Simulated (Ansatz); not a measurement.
**ZrC: 8 runs along one coordinate**

System: ZrC (I4mm, 2 atoms in the cell).
Method: DFT PBE, scalar-relativistic, plane waves, PAW, no spin polarisation (Ansatz 0.2.0).

The 8 runs differ only in the geometry, by a shift of atoms along one path in a fixed cell. The shift s is measured from run 5: C2 moves along the Cartesian direction (0.00, 0.00, −1.00). The structure derives from an entry of the Crystallography Open Database.

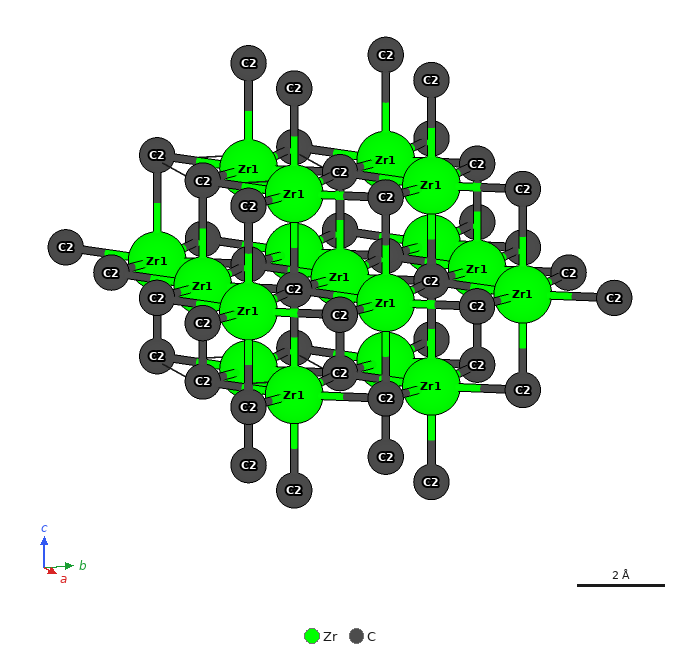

Figure 1. The structure of run 5 (ball-and-stick view of the cell 2 times as large as that of the calculation, set on its symmetry axes, repeated 2 × 2 × 1, seen slightly off an axis; bonded neighbours outside the cell are drawn too; atoms are numbered from 1 in the order of the input).

### Input of run 5
```yaml
crystal:
  lattice:
    - [0.0, 2.35021, 2.35021]
    - [2.35021, 0.0, 2.35021]
    - [2.35021, 2.35021, 0.0]
  atoms:
    - { symbol: Zr, position: [0.5, 0.5, 0.5] }
    - { symbol: C, position: [-0.0239340314, -0.0239340314, 0.0239340314] }
basis:
  ecutwfc: 420
kpoints:
  mp_grid: { grid: [18, 18, 18] }
hamiltonian:
  xc: pbe
scf:
  occupations: { method: gaussian, width: 0.15 }
output:
  forces: true
  stress: true
  eigenvalues: true
```

Run 6 differs from it as follows:
```diff
-    - { symbol: C, position: [-0.0239340314, -0.0239340314, 0.0239340314] }
+    - { symbol: C, position: [-0.0398900524, -0.0398900524, 0.0398900524] }
```

### Results, with one run withheld

| run | shift s of C2 (Å) | free energy per atom, from the lowest run given (meV) | pressure (GPa) | force along the path (eV/Å) |
| --- | --- | --- | --- | --- |
| 1 | −0.4125 | 176.75 | 8.86 | 2.823 |
| 2 | −0.2625 | 36.43 | 2.98 | 1.065 |
| 3 | −0.0750 | 0.00 | 1.30 | −0.261 |
| 4 | −0.0375 | 7.29 | 1.63 | −0.514 |
| 5 | 0.0000 | 19.30 | 2.18 | −0.771 |
| 6 | 0.0750 | ? | ? | ? |
| 7 | 0.1125 | 90.09 | 5.35 | −1.836 |
| 8 | 0.1500 | 128.79 | 6.95 | −2.301 |

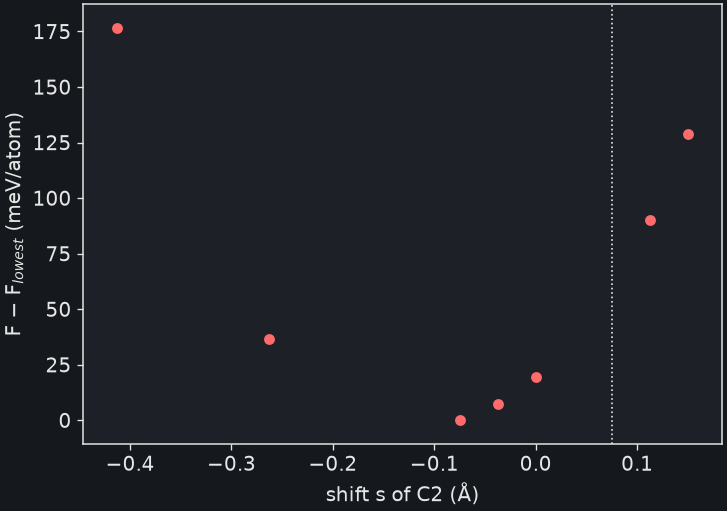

Figure 2. Free energy per atom of the runs given; the dotted line marks run 6.

What should run 6 give?

A cubic polynomial in the coordinate, fitted to the 7 runs given, misses them by at most 2.76 meV per atom. With x = s + 0.0750, it reads F = −2.0911 + 160.4 x + 1915.5 x² − 375.78 x³ (meV per atom). At run 6 it gives 63.80 meV per atom, and the run itself gives 59.64. The slope of the fit gives a force −dF/ds of −1.419 eV/Å along the path (summed over the atoms that move), and the printed forces give −1.421 eV/Å. The fit has its minimum at s = −0.1164 Å. So low a polynomial doesn't follow these energies more closely.

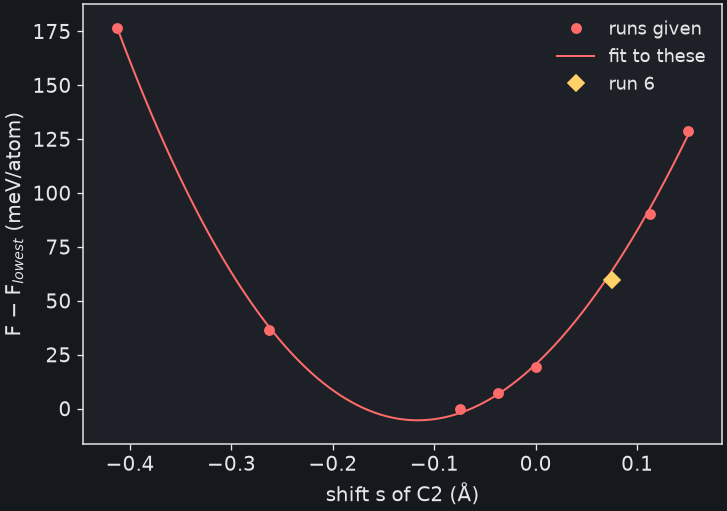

Figure 3. The fit and the withheld run.

### Output, shortened to warnings, some set-up lines, iterations and results (run 6)
```
Basis set: ecut = 420 eV, 531 PW (Γ), exchange–correlation on 48×48×48 points (8 copies of the dense FFT grid, shifted against one another)
Symmetry: 8 space group operations
k-points: 480 of 5832 (time reversal used)
Initial density: superposition of atomic densities (neutral atoms: chi_scale 0, normalization atom), corrected by the library's trained network
[...]
SCF iter   1: F=—  HF=-4436.373170 eV  |F-HF|=—  |Δ(HF+E_count)|=         —  Δρ=2.35e-3  dr2=1.36e-3  ethr=1.77e-3  ⟨swp⟩=5.0  Hψ=28906  notcnv=0
SCF iter   2: F=—  HF=-4436.372729 eV  |F-HF|=—  |Δ(HF+E_count)|=   4.41e-4  Δρ=1.41e-3  dr2=5.44e-4  ethr=8.53e-6  ⟨swp⟩=2.3  Hψ=11702  notcnv=0
SCF iter   3: F=—  HF=-4436.372658 eV  |F-HF|=—  |Δ(HF+E_count)|=   7.11e-5  Δρ=3.57e-4  dr2=3.27e-5  ethr=3.40e-6  ⟨swp⟩=2.0  Hψ=7347  notcnv=0
SCF iter   4: F=—  HF=-4436.372646 eV  |F-HF|=—  |Δ(HF+E_count)|=   1.16e-5  Δρ=1.18e-4  dr2=2.88e-6  ethr=2.04e-7  ⟨swp⟩=2.7  Hψ=9406  notcnv=0
SCF iter   5: F=—  HF=-4436.372646 eV  |F-HF|=—  |Δ(HF+E_count)|=   5.52e-7  Δρ=2.56e-5  dr2=1.25e-7  ethr=1.80e-8  ⟨swp⟩=2.0  Hψ=9590  notcnv=0
SCF iter   6: F=-4436.372646 eV  HF=-4436.372646 eV  |F-HF|=1.40e-8  |Δ(HF+E_count)|=   1.93e-8  Δρ=1.00e-5  dr2=2.00e-8  ethr=6.25e-10  ⟨swp⟩=4.1  Hψ=17801  notcnv=0
SCF 1 converged in 6 iterations: F = -4436.372646 eV  dr2 = 2.00e-8
SCF converged after 6 iterations
Free energy (F): -4436.372646 eV
Harris-Foulkes:  -4436.372646 eV  (|F-HF|=1.40e-8)
Internal energy: -4436.370824 eV  (E = F + TS)
E sigma→0 (E₀):  -4436.371735 eV
Entropy (-TS):   -0.001822 eV (-0.911 meV/atom)
Fermi energy:    14.940621 eV
--- Per-component energies (eV) ---
  E_band       = -48.787238
  E_kinetic    = 423.365594
  E_local      = -599.240813  (includes V_loc(G=0)·N_el)
  E_nonlocal   = 104.589059
  E_hartree    = 180.529863
  E_xc         = -211.630975
  E_vxc        = -253.034937  (∫ρ·V_xc dr)
  E_paw        = -3052.090787  (= ΣΔE_a)
  E_vpaw       = -85.523610  (= ΣTr[D̂ρ^β])
  E_aug_tail   = 0.000031  (compensation charges beyond the density's cutoff)
  E_ewald      = -1281.892796
  E_smearing   = -0.001822  (= −TS)
  E_closure    = 0.000000  (closes the sum)
  Σ components = -4436.372646   (vs F -4436.372646, Δ=0.00e0)
--- Forces (eV/Å), atoms counted from 1 ---
  atom   1  Zr     0.00000000     0.00000000    -1.42084170
  atom   2  C      0.00000000    -0.00000000     1.42075835
  max |Σ_I F_I| component: 8.33e-5 eV/Å
--- Stress (GPa, compression-positive) ---
        0.811864       0.000000       0.000000
        0.000000       0.811864       0.000000
        0.000000       0.000000      10.444689
  P = ⅓ Tr σ = 4.0228 GPa (40.228 kbar)
```
